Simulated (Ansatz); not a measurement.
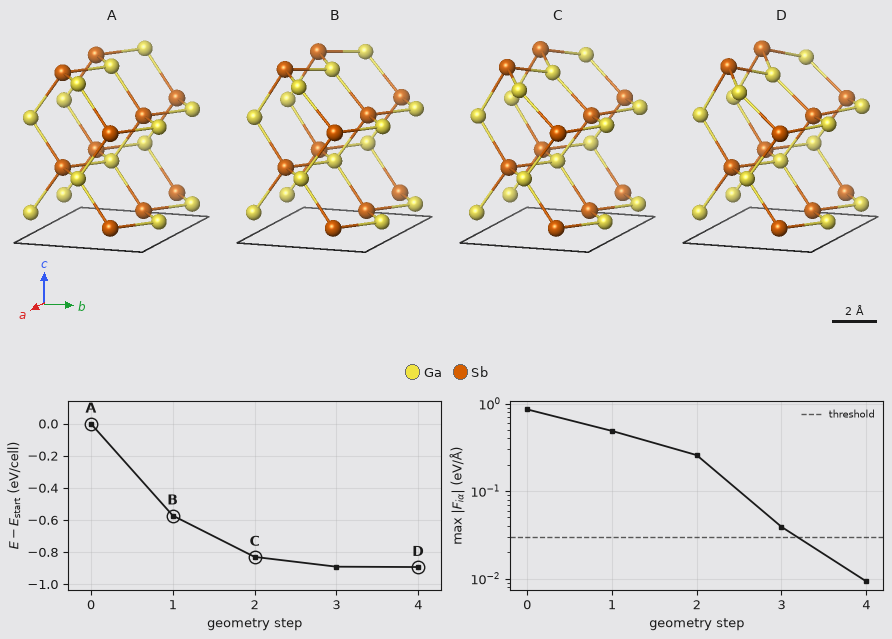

Frames of a constrained relaxation of a slab of composition GaSb (cut from the F-43m phase), marked on the history of the run. A ball-and-stick model of the cell of the calculation, outlined in the plane, without the vacuum (origin shifted), seen slightly off an axis.

Case: clean slab, lower planes held. The slab is the (1 1 0) face of GaSb. 8 atoms are held fixed.

Level of theory: DFT PBE, scalar-relativistic, plane waves, PAW (Ansatz 0.2.0).

Input
```yaml
crystal:
  lattice:
    - [8.7876985899, 0.0, 0.0]
    - [0.0, 6.2138412639, 0.0]
    - [0.0, 0.0, 22.5907739424]
  atoms:
    - { symbol: Ga, position: [0.25, 0.5, 0.354126867] }
    - { symbol: Ga, position: [0.75, 0.5, 0.354126867] }
    - { symbol: Sb, position: [0.5, 0.25, 0.354126867] }
    - { symbol: Sb, position: [0.0, 0.25, 0.354126867] }
    - { symbol: Ga, position: [0.5, 0.0, 0.4513756223] }
    - { symbol: Ga, position: [0.0, 0.0, 0.4513756223] }
    - { symbol: Sb, position: [0.75, 0.75, 0.4513756223] }
    - { symbol: Sb, position: [0.25, 0.75, 0.4513756223] }
    - { symbol: Ga, position: [0.75, 0.5, 0.5486243777] }
    - { symbol: Ga, position: [0.25, 0.5, 0.5486243777] }
    - { symbol: Sb, position: [0.0, 0.25, 0.5486243777] }
    - { symbol: Sb, position: [0.5, 0.25, 0.5486243777] }
    - { symbol: Ga, position: [0.0, 0.0, 0.645873133] }
    - { symbol: Ga, position: [0.5, 0.0, 0.645873133] }
    - { symbol: Sb, position: [0.25, 0.75, 0.645873133] }
    - { symbol: Sb, position: [0.75, 0.75, 0.645873133] }
basis:
  ecutwfc: 420
kpoints:
  mp_grid: { grid: [2, 3, 1] }
hamiltonian:
  xc: pbe
scf:
  occupations: { method: gaussian, width: 0.1 }
output:
  forces: true
  eigenvalues: true
  write_density: true
  write_potential: true
  elf: true
  volumetric_format: npy
relax:
  adjacent_minimum: "off"
  f_tol: 0.03
  max_steps: 70
  constraints: [{ sites: [0, 1, 2, 3, 4, 5, 6, 7] }]
efield:
  axis: 3
  dipole_correction: true
  ramp_width: 0.04
```

Launched with:
```bash
ansatz run input.yaml --threads 4 --pin off --max-ram 10240MiB --backend cpu --events-out ev --progress --plain --runs-dir out
```

**What happens along the run?**

The energy falls by 0.893 eV per cell of the calculation in 4 geometry steps. Largest force component: 0.86 eV/Å at the start, 0.0093 eV/Å at the end. The largest moves, 0.57 Å, are those of Ga13 and Ga14. Ga13 goes at 41° to the normal (−c side). By element the largest moves are Ga 0.57 Å, Sb 0.31 Å. The cell doesn't change. Among the contacts that change: Sb7–Ga9 2.691 → 2.785 Å, Sb11–Ga13 2.691 → 2.650 Å, Ga13–Sb15 2.691 → 2.664 Å, Ga10–Sb15 2.691 → 2.705 Å. Bond angles that change, for instance: Ga10–Sb15–Ga13 109.5° → 91.3°, Sb11–Ga13–Sb15 109.5° → 123.3°, Ga5–Sb12–Ga14 109.5° → 95.9°. From step 0 to 1: Ga atoms move most (0.19 Å), energy −0.572 eV per cell of the calculation. From step 1 to 2: Ga atoms move most (0.19 Å), energy −0.257 eV per cell of the calculation. From step 2 to 4: Ga atoms move most (0.18 Å), energy −63.2 meV per cell of the calculation.
